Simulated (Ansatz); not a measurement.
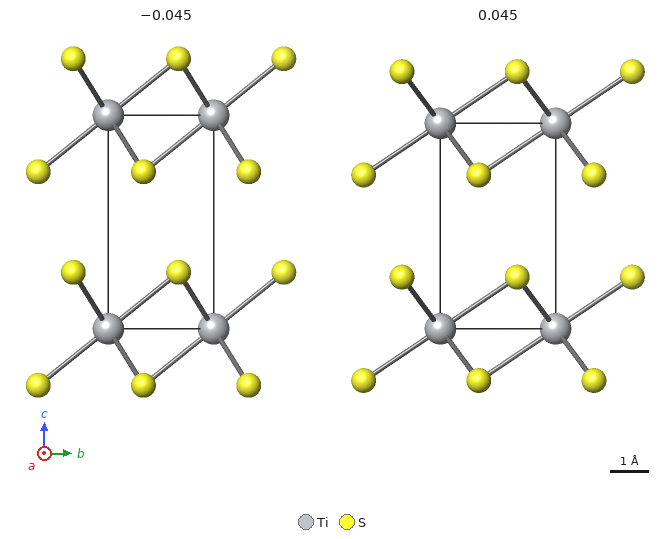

A crystal of TiS2 (set up in P-3m1), under biaxial strain in the a–b plane (c and atoms relaxed), with energies (extrapolated to zero smearing) counted from the relaxed crystal, which is the row at zero. The picture shows the first and the last member. Style: ball-and-stick. Shown: the cell of the calculation, along the a axis.

Computed with Ansatz 0.2.0: DFT PBE+D3(BJ), scalar-relativistic, plane waves, PAW. (plane-wave cutoff 420 eV; k-point mesh 15 × 15 × 8; occupations gaussian; smearing width 0.1 eV; no spin polarisation; force threshold 0.008 eV/Å)

```json
{"strain": "−0.045", "energy (meV/atom)": "41.81", "a (Å)": "3.209", "c (Å)": "5.638"}
{"strain": "−0.03", "energy (meV/atom)": "18.31", "a (Å)": "3.260", "c (Å)": "5.591"}
{"strain": "−0.015", "energy (meV/atom)": "?", "a (Å)": "?", "c (Å)": "?"}
{"strain": "0.0", "energy (meV/atom)": "0.00", "a (Å)": "3.361", "c (Å)": "5.520"}
{"strain": "0.015", "energy (meV/atom)": "4.17", "a (Å)": "3.411", "c (Å)": "5.490"}
{"strain": "0.03", "energy (meV/atom)": "16.36", "a (Å)": "3.461", "c (Å)": "5.458"}
{"strain": "0.045", "energy (meV/atom)": "36.03", "a (Å)": "3.512", "c (Å)": "5.425"}
```

Estimate the missing row from the others, and compare with the calculation.

A parabola through three neighbouring rows (−0.045, −0.03, 0.0) gives, with Lagrange weights, (−0.3333)(41.81) + (1.0000)(18.31) + (0.3333)(0.00) = 4.37 meV/atom. The calculation gives 4.54 meV/atom (a = 3.310 Å, c = 5.554 Å). The estimate is 0.17 meV/atom too low. From the first member to the last: S–Ti 2.379 → 2.444 Å.

The whole series:

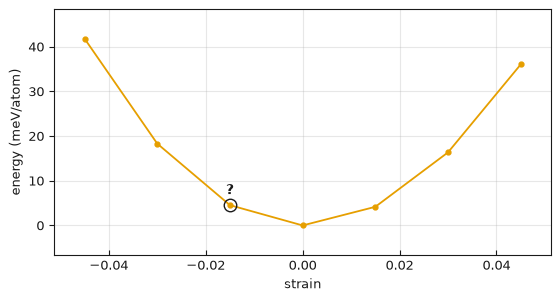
